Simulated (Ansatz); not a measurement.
Run report: TiO2, single-point calculation

The run: single-point calculation of TiO2 (P4₂/mnm, 6 atoms in the cell). Method and program: DFT, PBE, PAW, plane waves, scalar-relativistic, spin-polarised (Ansatz 0.2.0).

The structure derives from an entry of the Crystallography Open Database. It belongs to a series of runs on one base structure; here: default SCF settings. Figures and captions count atoms from 1; the log counts them from 0 in places.

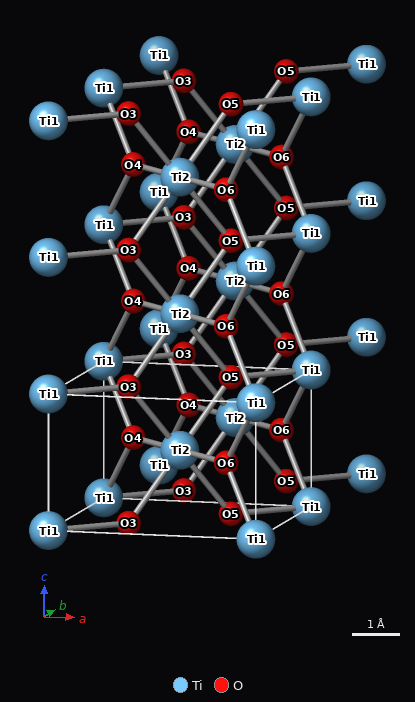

*The structure as given in the input (ball-and-stick view of the cell of the calculation, repeated 1 × 2 × 3, seen slightly off an axis; atoms are numbered from 1 in the order of the input).*

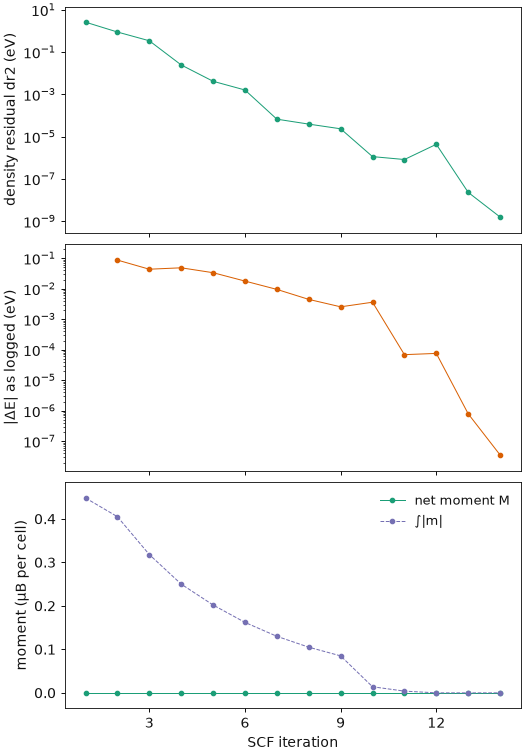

*Convergence of the self-consistent field: density residual dr2, size of the energy change and magnetic moment against the SCF iteration.*

The residual comes down, with one marked jump up, by a factor of about 5, at step 12. The net moment stays at 0.0 μB per cell, and ∫|m| falls to zero.

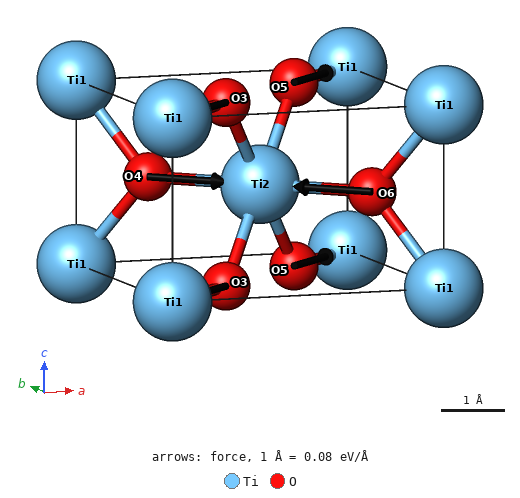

*Forces on the atoms as black arrows (ball-and-stick view of the cell of the calculation, seen slightly off an axis; atoms are numbered from 1 in the order of the input).*

The largest act on all 4 O atoms (0.11 eV/Å). The geometry is not a stationary point of this energy.

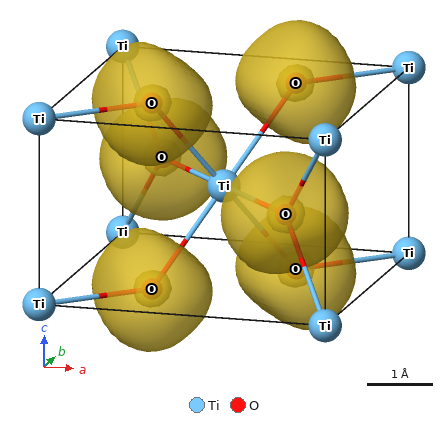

*Isosurface of the ELF at 0.6 (yellow), seen slightly off an axis. Core shells and regions of very low density are left out. Sticks mark near contacts. The outline is the cell set on symmetry axes.*

Profiles from the grid: Ti–O (1.95 Å): the ELF is about 0.20 at the midpoint. In a PAW calculation such maps are meaningful between the atoms, not at the nuclei.

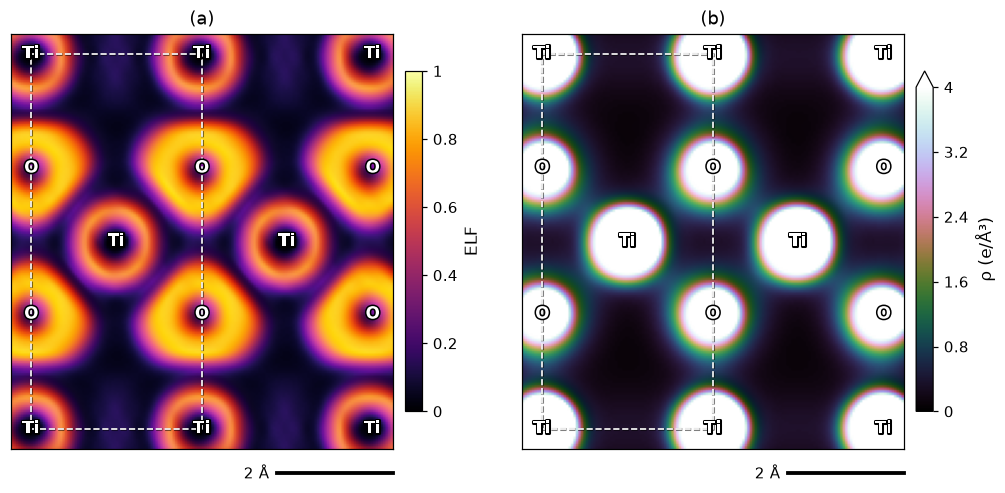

*(a) ELF; (b) valence pseudo-density on the (11̄0) plane of the conventional cell.*

The plane passes through Ti and O nuclei. Ti–O (1.95 Å): the density is about 0.73 e/Å³ at the midpoint; the ELF is about 0.20 at the midpoint. Away from the nuclei the density in this plane falls to 0.06 e/Å³ at its lowest. The strong features right at Ti lie inside the PAW spheres (semicore, d or f shells) and say nothing about bonding.

These pictures come from the run below.

Input file
```yaml
crystal:
  lattice:
    - [4.593, 0.0, 0.0]
    - [0.0, 4.593, 0.0]
    - [0.0, 0.0, 2.959]
  atoms:
    - { symbol: Ti, position: [0.0, 0.0, 0.0], spin: 1.0 }
    - { symbol: Ti, position: [0.5, 0.5, 0.5], spin: 1.0 }
    - { symbol: O, position: [0.3051, 0.3051, 0.0] }
    - { symbol: O, position: [0.1949, 0.8051, 0.5] }
    - { symbol: O, position: [0.6949, 0.6949, 0.0] }
    - { symbol: O, position: [0.8051, 0.1949, 0.5] }
magnetization:
  spin_polarized: true
hamiltonian:
  xc: pbe
  pseudopotentials: { kind: paw }
basis:
  ecutwfc: 420
kpoints:
  mp_grid: { grid: [5, 5, 7] }
scf:
  occupations: { method: fermi_dirac, width: 0.03 }
  lower_state_search: "off"
output:
  forces: true
  stress: true
  write_density: true
  write_potential: true
  elf: true
  volumetric_format: npy
```

Command:
```bash
ansatz run input.yaml --threads 2 --pin off --max-ram 5120MiB --backend cpu --events-out ev --progress --plain --runs-dir out
```

What the program printed
```
Engine: ansatz 0.2.0, x86_64-unknown-linux-gnu
Pseudopotentials: kind: paw
Pseudopotential: Ti, paw, valence charge 12, recommended cutoff 420 eV (normal), Ti.paw.azcp
Pseudopotential: O, paw, valence charge 6, recommended cutoff 420 eV (normal), O.paw.azcp
Functional definition: PBE
  parameter kappa = 0.804
  parameter beta = 0.06672455060314922
  exchange = pbe_x(kappa = kappa, mu = beta*pi^2/3)
  correlation = pbe_c(beta = beta)
Crystal: 6 atoms, lattice volume = 62.422 Å³
Basis set: ecut = 420 eV, 1217 PW (Γ), exchange–correlation on 64×64×40 points (8 copies of the dense FFT grid, shifted against one another)
Bands: 31, of which v1, the nominal top of the filled ones, is band 24 counted from 1 (23 counted from 0)
Symmetry: 16 space group operations
Space group: P42/mnm (ITA 136), of the structure as read, at distance tolerance 4.0e-5 Å
Magnetic group: BNS 136.495 (UNI 1155), of the structure as read, at distance tolerance 4.0e-5 Å
k-points: 24 of 175
Non-local potential: Ti, projectors of the file, l = 0: 3, l = 1: 2, l = 2: 3, l = 3: 1
Non-local potential: O, projectors of the file, l = 0: 2, l = 1: 2, l = 2: 1
PAW form: soft (Blöchl's): semilocal exchange-correlation on the pseudo side does not see the compensation charge
PAW one-centre angular grid: Ti, 590 points (default); XC on 64 Gauss nodes
PAW one-centre angular grid: O, 110 points (default); XC on 64 Gauss nodes
Initial density: superposition of atomic densities (chi_scale 0.1, normalization cell, long waves kept (reshape's long-wave potential 0.00 eV rms))
Starting moments: Σ|m| = 2 μB on 2 of 6 sites
Initial wavefunctions: pseudopotential atomic-orbital guess
Functional: x = pbe(κ = 0.804, μ = 0.2195149727645171), c = pbe(β = 0.06672455060314922)
SCF iter   1: F=—  HF=-7277.203883 eV  |F-HF|=—  |Δ(HF+E_count)|=         —  Δρ=5.65e-2 (↑5.65e-2 ↓5.57e-2)  dr2=2.59e0  dr2_m=1.18e0  M=0.000 μB ∫|m|=0.448 μB  β_m=0.30  ethr=3.10e-3  ⟨swp⟩=6.1  Hψ=5937  notcnv=0
preconditioner: auto → Resta (q_TF=auto, 2.611 Å⁻¹)  ε∞=8.1  [insulator: Δε(μ)=1.758 eV  Ē_g=10.008 eV  σ=0.030 eV  W_gap=1.00  n_scr=18 (ndim 8)  ℏωp=26.6 eV  f_vac=0.000  D(μ)=0.00/eV (n_scr^D=0)  ε∞_Penn≈8.1]
spin=Collinear: Resta preconditioning applied to the charge; magnetization (m = ρ↑ − ρ↓) channel mixes plain (no charge-response kernel on spin).
SCF iter   2: F=—  HF=-7277.116960 eV  |F-HF|=—  |Δ(HF+E_count)|=   8.69e-2  Δρ=4.21e-2 (↑3.39e-2 ↓4.21e-2)  dr2=8.85e-1  dr2_m=6.01e-1  M=0.000 μB ∫|m|=0.405 μB  β_m=0.30  ethr=3.10e-3  ⟨swp⟩=2.3  Hψ=2365  notcnv=0  defer=60
SCF iter   3: F=—  HF=-7277.160517 eV  |F-HF|=—  |Δ(HF+E_count)|=   4.36e-2  Δρ=2.92e-2 (↑2.46e-2 ↓2.92e-2)  dr2=3.41e-1  dr2_m=3.25e-1  M=0.000 μB ∫|m|=0.318 μB  β_m=0.30  ethr=1.84e-3  ⟨swp⟩=1.6  Hψ=1570  notcnv=0  defer=60
SCF iter   4: F=—  HF=-7277.208991 eV  |F-HF|=—  |Δ(HF+E_count)|=   4.85e-2  Δρ=1.96e-2 (↑1.96e-2 ↓1.63e-2)  dr2=2.45e-2  dr2_m=1.76e-1  M=0.000 μB ∫|m|=0.250 μB  β_m=0.30  ethr=7.09e-4  ⟨swp⟩=2.0  Hψ=2458  notcnv=0  defer=60
SCF iter   5: F=—  HF=-7277.242503 eV  |F-HF|=—  |Δ(HF+E_count)|=   3.35e-2  Δρ=1.33e-2 (↑1.33e-2 ↓1.28e-2)  dr2=4.14e-3  dr2_m=9.56e-2  M=0.000 μB ∫|m|=0.202 μB  β_m=0.30  ethr=5.10e-5  ⟨swp⟩=2.2  Hψ=2769  notcnv=0  defer=60
SCF iter   6: F=—  HF=-7277.260341 eV  |F-HF|=—  |Δ(HF+E_count)|=   1.78e-2  Δρ=9.76e-3 (↑9.53e-3 ↓9.76e-3)  dr2=1.60e-3  dr2_m=5.25e-2  M=0.000 μB ∫|m|=0.162 μB  β_m=0.30  ethr=8.63e-6  ⟨swp⟩=2.4  Hψ=2574  notcnv=0  defer=60
SCF iter   7: F=—  HF=-7277.269844 eV  |F-HF|=—  |Δ(HF+E_count)|=   9.50e-3  Δρ=7.21e-3 (↑7.21e-3 ↓7.10e-3)  dr2=6.67e-5  dr2_m=2.93e-2  M=0.000 μB ∫|m|=0.130 μB  β_m=0.30  ethr=3.32e-6  ⟨swp⟩=2.0  Hψ=2616  notcnv=0  defer=60
SCF iter   8: F=—  HF=-7277.274316 eV  |F-HF|=—  |Δ(HF+E_count)|=   4.47e-3  Δρ=5.38e-3 (↑5.38e-3 ↓5.35e-3)  dr2=3.90e-5  dr2_m=1.65e-2  M=0.000 μB ∫|m|=0.105 μB  β_m=0.30  ethr=1.39e-7  ⟨swp⟩=2.0  Hψ=2619  notcnv=0  defer=60
Mixer restart at iter 8: flushing history
spin-set hold released at iteration 8 (site moments contracting): the magnetisation degrees of freedom join the quasi-Newton model from the next iteration; the mixer history was flushed
SCF iter   9: F=—  HF=-7277.276865 eV  |F-HF|=—  |Δ(HF+E_count)|=   2.55e-3  Δρ=4.06e-3 (↑4.06e-3 ↓4.04e-3)  dr2=2.34e-5  dr2_m=9.39e-3  M=0.000 μB ∫|m|=0.085 μB  β_m=0.65  ethr=8.13e-8  ⟨swp⟩=2.0  Hψ=2517  notcnv=0  defer=60
SCF iter  10: F=—  HF=-7277.280478 eV  |F-HF|=—  |Δ(HF+E_count)|=   3.61e-3  Δρ=4.76e-4 (↑4.76e-4 ↓4.64e-4)  dr2=1.13e-6  dr2_m=1.26e-4  M=0.000 μB ∫|m|=0.014 μB  β_m=0.82  ethr=4.87e-8  ⟨swp⟩=3.0  Hψ=3464  notcnv=0  defer=60
SCF iter  11: F=—  HF=-7277.280546 eV  |F-HF|=—  |Δ(HF+E_count)|=   6.89e-5  Δρ=1.28e-4 (↑1.00e-4 ↓1.28e-4)  dr2=8.24e-7  dr2_m=7.34e-6  M=0.000 μB ∫|m|=0.004 μB  β_m=0.91  ethr=2.35e-9  ⟨swp⟩=3.0  Hψ=3368  notcnv=0  defer=60
SCF iter  12: F=—  HF=-7277.280471 eV  |F-HF|=—  |Δ(HF+E_count)|=   7.57e-5  Δρ=4.68e-5 (↑4.68e-5 ↓3.98e-5)  dr2=4.32e-6  dr2_m=1.87e-8  M=0.000 μB ∫|m|=0.000 μB  β_m=0.65  ethr=1.72e-9  ⟨swp⟩=2.6  Hψ=2885  notcnv=0  defer=60
iter 13 did not close the SCF: its close was put off for a magnetic moment that had not settled (scf_convergence_deferred on its scf_iter line)
SCF iter  13: F=-7277.280470 eV  HF=-7277.280470 eV  |F-HF|=2.30e-8  |Δ(HF+E_count)|=   7.92e-7  Δρ=6.48e-6 (↑5.67e-6 ↓6.48e-6)  dr2=2.30e-8  dr2_m=1.69e-8  M=0.000 μB ∫|m|=0.000 μB  β_m=0.83  ethr=2.08e-10  ⟨swp⟩=11.0  Hψ=9920  notcnv=0
SCF iter  14: F=-7277.280470 eV  HF=-7277.280470 eV  |F-HF|=9.28e-10  |Δ(HF+E_count)|=   3.55e-8  Δρ=8.10e-7 (↑8.10e-7 ↓6.83e-7)  dr2=1.57e-9  dr2_m=4.20e-11  M=0.000 μB ∫|m|=0.000 μB  ethr=4.79e-11  ⟨swp⟩=5.0  Hψ=7866  notcnv=0
WARN: the starting moments were not kept: the SCF closed with an absolute magnetisation of 7.3e-6 μB, where they sum to 2 μB in size (2 sites). That is at most 0.1 of that sum. Measured as dr2_m measures the in/out step, that magnetisation stands 7.5e-12 eV from none, at or under the dr2_threshold of 1.0e-7 eV: it is no larger than a step whose dr2_m would equal this threshold. The system may hold no moment; this SCF shows only that its start led to no more than that. To try another start: raise the starting moments (crystal.atoms[].spin, magnetization.per_species, magnetization.initial_magnetization, or on a non-collinear deck that types none of these the spinor_matrix: blocks that start its atoms; where the total moment is fixed, keep their sum and leave initial_magnetization as it is; typed ones take the place of any that the run laid by itself, positive ones on a crystal's lanthanoids without a Hubbard term where scf.initial_density.shell_occupations: [] is typed) or, if the notice of its spin-set hold's release reads "site moments contracting" or "site moments show no strong build", lengthen the hold (scf.mixing.spin_hold: { on: { confirm: 4 } }; for m-r²SCAN on two components see the key's manual first). Each may lead to a state that holds a moment. A second SCF, from the converged charge density, with the starting moments and any scf.initial_density.shell_occupations laid on it anew, would have followed, and was not run: the deck does not ask for one (magnetization.retry_lost_moments is false, the default). To let it run, set magnetization.retry_lost_moments: true and run the deck again, where that key's refused combinations let it; where memory then withholds it, that run's warning says so.
SCF 1 converged in 14 iterations: F = -7277.280470 eV  dr2 = 1.57e-9
  greatest PAW one-centre occupation: 0.999 electrons in one spin orbital (limit 2), on the Ti atom at site 1 (counted from 0), in its partial waves of l = 0
SCF converged after 14 iterations
Magnetization: 0.0000 μB (24.0000 up, 24.0000 down)
Absolute magnetization: 0.0000 μB (∫|ρ↑−ρ↓|, with the PAW one-centre terms)
Spin contamination: 0.0000 ħ² per cell (⟨S²⟩ above its minimum at these occupations)
Per-site moments (μB) at R_I (Å): [(-1.099237951149664e-6, 0.8032212157365887), (-1.0992379511173286e-6, 0.8032212157365887), (7.365014680443727e-7, 0.8032212157365888), (7.365014680394347e-7, 0.8032212157365887), (7.36501467991682e-7, 0.8032212157365887), (7.365014680343448e-7, 0.8032212157365887)]
Free energy (F): -7277.280470 eV
Harris-Foulkes:  -7277.280470 eV  (|F-HF|=9.28e-10)
Internal energy: -7277.280470 eV  (E = F + TS)
E sigma→0 (E₀):  -7277.280470 eV
Fermi energy:    10.071382 eV
--- Per-component energies (eV) ---
  E_band       = -390.799892
  E_kinetic    = 1247.420416
  E_local      = -3085.944390  (includes V_loc(G=0)·N_el)
  E_nonlocal   = 196.435002
  E_hartree    = 1175.615254
  E_xc         = -492.918227
  E_vxc        = -624.296044  (∫ρ·V_xc dr)
  E_paw        = -2721.977531  (= ΣΔE_a)
  E_vpaw       = -475.654783  (= ΣTr[D̂ρ^β])
  E_aug_tail   = 0.010069  (compensation charges beyond the density's cutoff)
  E_ewald      = -3595.921062
  E_smearing   = -0.000000  (= −TS)
  E_closure    = -0.000000  (closes the sum)
  Σ components = -7277.280470   (vs F -7277.280470, Δ=0.00e0)
--- Forces (eV/Å), atoms counted from 1 ---
  atom   1  Ti     0.00000000    -0.00000000     0.00000000
  atom   2  Ti     0.00000000     0.00000000     0.00000000
  atom   3  O     -0.07996387    -0.07996387     0.00000000
  atom   4  O      0.07996387    -0.07996387     0.00000000
  atom   5  O      0.07996387     0.07996387     0.00000000
  atom   6  O     -0.07996387     0.07996387     0.00000000
  max |Σ_I F_I| component: 2.78e-17 eV/Å
--- Stress (GPa, compression-positive) ---
        5.508888       0.000000       0.000000
        0.000000       5.508888       0.000000
        0.000000       0.000000       4.568698
  P = ⅓ Tr σ = 5.1955 GPa (51.955 kbar)
--- Band table (eV; the first three rows and the last of 48) ---
  k-point 0 ↑: bands = ["-47.7177", "-47.7005", "-24.0388", "-24.0388", "-23.8715", "-23.8715", "-23.8321", "-23.7972", "-9.0718", "-7.9039", "-7.1532", "-7.1532", "3.3739", "3.7855", "4.2290", "5.3017", "5.3017", "6.5948", "6.5948", "7.1584", "8.4362", "8.6973", "8.6973", "9.1339", "11.0341", "11.3457", "11.5653", "11.6527", "11.6527", "13.5391", "13.7272"]
  k-point 1 ↑: bands = ["-47.7092", "-47.6937", "-24.0163", "-24.0163", "-23.9179", "-23.8876", "-23.8678", "-23.8678", "-8.8612", "-7.7857", "-7.2530", "-7.2530", "3.6654", "4.0050", "4.4628", "5.1148", "5.1148", "6.5837", "6.9684", "6.9684", "7.6624", "8.3029", "8.3029", "9.0260", "11.4430", "11.4835", "11.5157", "11.9079", "11.9079", "13.5623", "13.8315"]
  k-point 2 ↑: bands = ["-47.6896", "-47.6789", "-24.1057", "-24.0864", "-23.9622", "-23.9622", "-23.8626", "-23.8626", "-8.3422", "-7.5572", "-7.4756", "-7.4756", "4.3586", "4.4913", "5.0573", "5.0573", "5.1394", "5.5914", "6.3928", "7.4224", "7.4224", "7.4714", "7.4714", "8.4757", "11.4139", "11.7793", "12.1357", "12.4182", "12.4182", "13.1009", "14.3409"]
  k-point 23 ↓: bands = ["-47.6705", "-47.6701", "-24.2494", "-24.2461", "-23.9111", "-23.9049", "-23.8708", "-23.8692", "-7.8570", "-7.7376", "-7.5421", "-7.4172", "4.2391", "4.4578", "4.6542", "4.7947", "5.5073", "5.7764", "6.5134", "6.5475", "7.6571", "7.7820", "8.2672", "8.4120", "11.4811", "11.8557", "12.2844", "12.3150", "12.3674", "12.6915", "14.4979"]
```

Results in brief

| quantity | value |
| --- | --- |
| outcome | converged |
| space group (tolerance 0.01 Å) | P4₂/mnm (136) |
| electrons treated | 48 |
| free energy | −7277.2805 eV |
| Fermi energy | 10.071 eV |
| gap on the k-point mesh | 1.90 eV |
| net moment of the cell | 0.00 μB |
| integrated absolute moment | 0.00 μB |
| pressure | 5.20 GPa |
| largest force (length of the vector) | 0.113 eV/Å |
| hardware | 2 threads of AMD EPYC (Zen 5), 16 GiB of memory available, shared host |
| wall time | 2.9 s (CPU time 4.6 s) |
| peak memory | 0.44 GiB |

Remarks

Warnings of the run: some starting moments were not kept. The cell is under a pressure of 5.2 GPa at this level, so it is not at its equilibrium volume.
